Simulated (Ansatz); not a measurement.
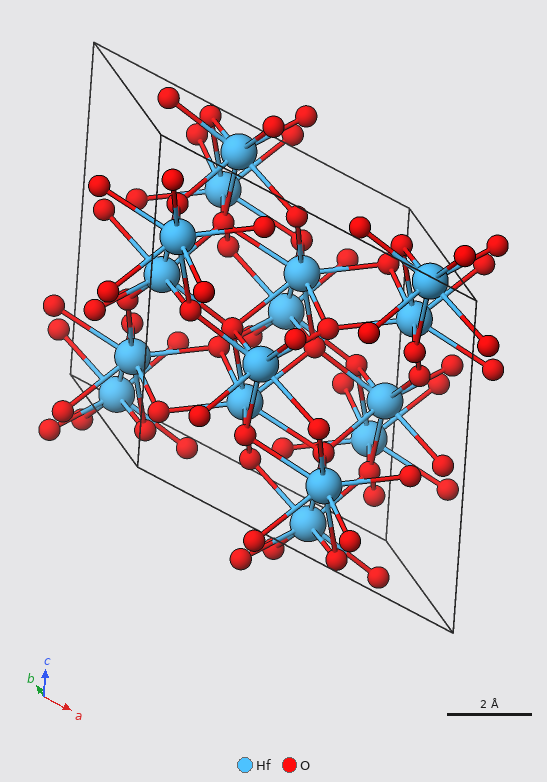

The input geometry (ball-and-stick view of the cell of the calculation, seen slightly off an axis; bonded neighbours outside the cell are drawn too). An atom can appear more than once, as a periodic image.

## HfO$_{2}$: single-point calculation (part 1 of 2)

System: HfO$_{2}$ (P2₁/c, 48 atoms in the cell).
Method: DFT PBE, scalar-relativistic, plane waves, PAW, no spin polarisation (Ansatz 0.2.0).

The structure derives from an entry of the Crystallography Open Database.

### Log
```
Engine: ansatz 0.2.0, aarch64-unknown-linux-gnu
Pseudopotentials: kind: paw
Pseudopotential: Hf, paw, valence charge 26, recommended cutoff 420 eV (normal), Hf.paw.azcp
Pseudopotential: O, paw, valence charge 6, recommended cutoff 420 eV (normal), O.paw.azcp
Functional definition: PBE
  parameter kappa = 0.804
  parameter beta = 0.06672455060314922
  exchange = pbe_x(kappa = kappa, mu = beta*pi^2/3)
  correlation = pbe_c(beta = beta)
Crystal: 48 atoms, lattice volume = 553.513 Å³
Basis set: ecut = 420 eV, 10821 PW (Γ), exchange–correlation on 120×120×128 points (8 copies of the dense FFT grid, shifted against one another)
Bands: 365, of which v1, the nominal top of the filled ones, is band 304 counted from 1 (303 counted from 0)
Symmetry: 16 space group operations
Space group: P21/c (ITA 14), of the structure as read, at distance tolerance 8.2e-5 Å
k-points: 6 of 8
Non-local potential: Hf, projectors of the file, l = 0: 3, l = 1: 2, l = 2: 2, l = 3: 3
Non-local potential: O, projectors of the file, l = 0: 2, l = 1: 2, l = 2: 1
PAW form: soft (Blöchl's): semilocal exchange-correlation on the pseudo side does not see the compensation charge
PAW one-centre angular grid: Hf, 590 points (default); XC on 64 Gauss nodes
PAW one-centre angular grid: O, 110 points (default); XC on 64 Gauss nodes
Initial density: superposition of atomic densities (neutral atoms: chi_scale 0, normalization atom), corrected by the library's trained network
Initial wavefunctions: pseudopotential atomic-orbital guess
Functional: x = pbe(κ = 0.804, μ = 0.2195149727645171), c = pbe(β = 0.06672455060314922)
SCF iter   1: F=—  HF=-269786.517696 eV  |F-HF|=—  |Δ(HF+E_count)|=         —  Δρ=2.97e-3  dr2=2.07e-2  ethr=1.77e-3  ⟨swp⟩=5.0  Hψ=6691  notcnv=0  defer=163
preconditioner: auto → Resta (q_TF=auto, 2.771 Å⁻¹)  ε∞=5.4  [insulator: Δε(μ)=4.167 eV  Ē_g=18.090 eV  σ=0.050 eV  W_gap=1.00  n_scr=206 (ndim 8)  ℏωp=37.9 eV  f_vac=0.077  D(μ)=0.00/eV (n_scr^D=0)  ε∞_Penn≈5.4]
SCF iter   2: F=—  HF=-269786.522692 eV  |F-HF|=—  |Δ(HF+E_count)|=   5.00e-3  Δρ=1.51e-3  dr2=4.35e-3  ethr=3.40e-6  ⟨swp⟩=2.0  Hψ=4041  notcnv=0  defer=171
SCF iter   3: F=—  HF=-269786.525739 eV  |F-HF|=—  |Δ(HF+E_count)|=   3.05e-3  Δρ=5.59e-4  dr2=1.04e-3  ethr=7.15e-7  ⟨swp⟩=2.0  Hψ=3225  notcnv=0  defer=99
automatic band count: iteration 3 solves 353 bands in place of 365: the levels show a gap, and the empty bands left out lie too high to hold charge; the band table lists the bands solved (type scf.n_extra_bands for more)
SCF iter   4: F=—  HF=-269786.526317 eV  |F-HF|=—  |Δ(HF+E_count)|=   5.78e-4  Δρ=1.09e-4  dr2=6.03e-5  ethr=1.71e-7  ⟨swp⟩=2.0  Hψ=3304  notcnv=0  defer=99
SCF iter   5: F=—  HF=-269786.525584 eV  |F-HF|=—  |Δ(HF+E_count)|=   7.32e-4  Δρ=5.46e-5  dr2=1.62e-5  ethr=9.92e-9  ⟨swp⟩=2.0  Hψ=3533  notcnv=0  defer=99
SCF iter   6: F=—  HF=-269786.525587 eV  |F-HF|=—  |Δ(HF+E_count)|=   2.38e-6  Δρ=2.43e-5  dr2=2.80e-6  ethr=2.66e-9  ⟨swp⟩=2.0  Hψ=3304  notcnv=0  defer=99
SCF iter   7: F=—  HF=-269786.525587 eV  |F-HF|=—  |Δ(HF+E_count)|=   4.59e-7  Δρ=6.03e-6  dr2=2.16e-7  ethr=4.60e-10  ⟨swp⟩=2.0  Hψ=3304  notcnv=0  defer=99
SCF iter   8: F=—  HF=-269786.525587 eV  |F-HF|=—  |Δ(HF+E_count)|=   3.26e-7  Δρ=4.56e-6  dr2=1.16e-7  ethr=1.64e-11  ⟨swp⟩=10.0  Hψ=10419  notcnv=0
SCF iter   9: F=-269786.525587 eV  HF=-269786.525587 eV  |F-HF|=6.05e-9  |Δ(HF+E_count)|=   1.23e-8  Δρ=9.11e-7  dr2=6.60e-9  ethr=1.64e-11  ⟨swp⟩=5.0  Hψ=7224  notcnv=0
SCF 1 converged in 9 iterations: F = -269786.525587 eV  dr2 = 6.60e-9
  greatest PAW one-centre occupation: 0.999 electrons in one spin orbital (limit 2), on the Hf atom at site 15 (counted from 0), in its partial waves of l = 0
```

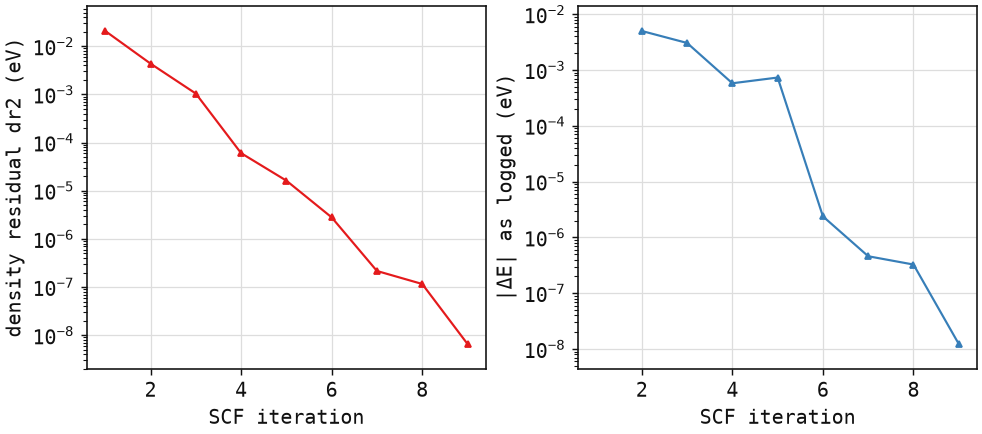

Convergence of the self-consistent field: density residual dr2 and size of the energy change against the SCF iteration. The residual falls at every step.

```
SCF converged after 9 iterations
Free energy (F): -269786.525587 eV
Harris-Foulkes:  -269786.525587 eV  (|F-HF|=6.05e-9)
Internal energy: -269786.525587 eV  (E = F + TS)
E sigma→0 (E₀):  -269786.525587 eV
Fermi energy:    16.198265 eV
--- Per-component energies (eV) ---
  E_band       = 53.565215
  E_kinetic    = 12369.747257
  E_local      = -98382.912181  (includes V_loc(G=0)·N_el)
  E_nonlocal   = -18348.167600
  E_hartree    = 45025.419445
  E_xc         = -7169.117629
  E_vxc        = -7282.706443  (∫ρ·V_xc dr)
  E_paw        = -115900.126197  (= ΣΔE_a)
  E_vpaw       = 21646.706049  (= ΣTr[D̂ρ^β])
  E_aug_tail   = 0.079514  (compensation charges beyond the density's cutoff)
  E_ewald      = -87381.448197
  E_smearing   = -0.000000  (= −TS)
  E_closure    = -0.000000  (closes the sum)
  Σ components = -269786.525587   (vs F -269786.525587, Δ=0.00e0)
--- Forces (eV/Å), atoms counted from 1 ---
  atom   1  Hf     0.20656409    -0.00516066     0.09170632
  atom   2  Hf     0.20656409    -0.00516066     0.09170632
  atom   3  Hf     0.20656409    -0.00516066     0.09170632
  atom   4  Hf     0.20656409    -0.00516066     0.09170632
  atom   5  Hf    -0.20656409    -0.00516066    -0.09170632
  atom   6  Hf    -0.20656409    -0.00516066    -0.09170632
  atom   7  Hf    -0.20656409    -0.00516066    -0.09170632
  atom   8  Hf    -0.20656409    -0.00516066    -0.09170632
  atom   9  Hf    -0.20656409     0.00516066    -0.09170632
  atom  10  Hf    -0.20656409     0.00516066    -0.09170632
  atom  11  Hf    -0.20656409     0.00516066    -0.09170632
  atom  12  Hf    -0.20656409     0.00516066    -0.09170632
  atom  13  Hf     0.20656409     0.00516066     0.09170632
  atom  14  Hf     0.20656409     0.00516066     0.09170632
  atom  15  Hf     0.20656409     0.00516066     0.09170632
  atom  16  Hf     0.20656409     0.00516066     0.09170632
  atom  17  O     -0.15322342    -0.03078595    -0.07370336
  atom  18  O     -0.15322342    -0.03078595    -0.07370336
  atom  19  O     -0.15322342    -0.03078595    -0.07370336
  atom  20  O     -0.15322342    -0.03078595    -0.07370336
  atom  21  O      0.15322342    -0.03078595     0.07370336
  atom  22  O      0.15322342    -0.03078595     0.07370336
  atom  23  O      0.15322342    -0.03078595     0.07370336
  atom  24  O      0.15322342    -0.03078595     0.07370336
  atom  25  O      0.15322342     0.03078595     0.07370336
  atom  26  O      0.15322342     0.03078595     0.07370336
  atom  27  O      0.15322342     0.03078595     0.07370336
  atom  28  O      0.15322342     0.03078595     0.07370336
  atom  29  O     -0.15322342     0.03078595    -0.07370336
  atom  30  O     -0.15322342     0.03078595    -0.07370336
  atom  31  O     -0.15322342     0.03078595    -0.07370336
  atom  32  O     -0.15322342     0.03078595    -0.07370336
  atom  33  O     -0.41559917     0.18241466    -0.16152746
  atom  34  O     -0.41559917     0.18241466    -0.16152746
  atom  35  O     -0.41559917     0.18241466    -0.16152746
  atom  36  O     -0.41559917     0.18241466    -0.16152746
  atom  37  O      0.41559917     0.18241466     0.16152746
  atom  38  O      0.41559917     0.18241466     0.16152746
  atom  39  O      0.41559917     0.18241466     0.16152746
  atom  40  O      0.41559917     0.18241466     0.16152746
  atom  41  O      0.41559917    -0.18241466     0.16152746
  atom  42  O      0.41559917    -0.18241466     0.16152746
  atom  43  O      0.41559917    -0.18241466     0.16152746
  atom  44  O      0.41559917    -0.18241466     0.16152746
  atom  45  O     -0.41559917    -0.18241466    -0.16152746
  atom  46  O     -0.41559917    -0.18241466    -0.16152746
  atom  47  O     -0.41559917    -0.18241466    -0.16152746
  atom  48  O     -0.41559917    -0.18241466    -0.16152746
  max |Σ_I F_I| component: 1.67e-16 eV/Å
--- Band table (eV; the first three rows and the last of 6) ---
  k-point 0: bands = ["-46.1781", "-46.1659", "-46.1659", "-46.1656", "-46.1656", "-46.1656", "-46.1656", "-46.1585", "-46.1574", "-46.1574", ... 143 levels left out ..., "3.9851", "3.9858", "3.9886", "3.9886", "3.9892", "3.9892", "3.9901", "3.9915", "3.9915", "3.9926", "3.9926", "3.9932", "3.9948", "3.9959", "3.9959", "3.9959", "3.9963", "3.9963", "3.9980", "3.9980", "3.9984", "3.9996", "3.9996", "4.0018", "4.0018", "4.0019", "4.0035", "4.0035", "4.0065",
      "4.0065", "4.0079", "4.0079", "4.0095", "4.0117", "4.0117", "4.0117", "4.0171", "4.0171", "4.0219", "4.0223", "4.0223", "4.0305", "4.0309", "4.0309", "4.0421", "4.0482", "4.0482", "4.0492", "4.0492", "4.0524", "4.0543", "4.0543", "4.0550", "4.0550", "4.0913", "8.6751", "8.7715", "9.3001", "9.4353", "9.4353", "9.4941", "9.5908", "9.5908", "9.6007", "9.7329", "9.7329", "9.8142", "9.8142", "9.8513",
      "9.8513", "9.8976", "9.8976", "9.9491", "9.9944", "9.9944", "10.2247", "10.2247", "10.3133", "10.3133", "10.3421", "10.3421", "10.3701", "10.3701", "10.3805", "10.3805", "10.6487", "10.6487", "10.7731", "10.9961", "10.9961", "11.0514", "11.1851", "11.1851", "11.1871", "11.3377", "11.3377", "11.3690", "11.3711", "11.3711", "11.4508", "11.5623", "11.5828", "11.5828", "11.6937", "11.6937", "11.9989", "11.9989", "12.0849", "12.0849",
      "12.1353", "12.1353", "12.1578", "12.2501", "12.3002", "12.3002", "12.3220", "12.3228", "12.3638", "12.3638", "12.5536", "12.6199", "12.6199", "12.6274", "12.6274", "12.7530", "12.7530", "12.7796", "12.7796", "12.8947", "12.8947", "13.0106", "13.0896", "13.1351", "13.1928", "13.1928", "13.2240", "13.2240", "13.2244", "13.2244", "13.2674", "13.2674", "13.5294", "13.5294", "13.5580", "13.5580", "13.6275", "13.6287", "13.6287", "13.6438",
      "13.9812", "14.1214", "18.5953", "18.5953", "18.7055", "18.9870", "18.9870", "19.1407", "19.1407", "19.2716", "19.2958", "19.2958", "19.4466", "19.4470", "19.4470", "19.6676", "19.7114", "19.7114", "19.8378", "19.9054", "19.9054", "20.0784", "20.0845", "20.0845", "20.2066", "20.2066", "20.3653", "20.3844", "20.3844", "20.4494", "20.4494", "20.5107", "20.7037", "20.7037", "20.7365", "20.7365", "20.7558", "20.8442", "20.9911", "20.9911",
      "21.0662", "21.0662", "21.4393", "21.4393", "21.4546", "21.4869", "21.7124", "21.9860", "21.9860", "22.0703", "22.0703"]
```
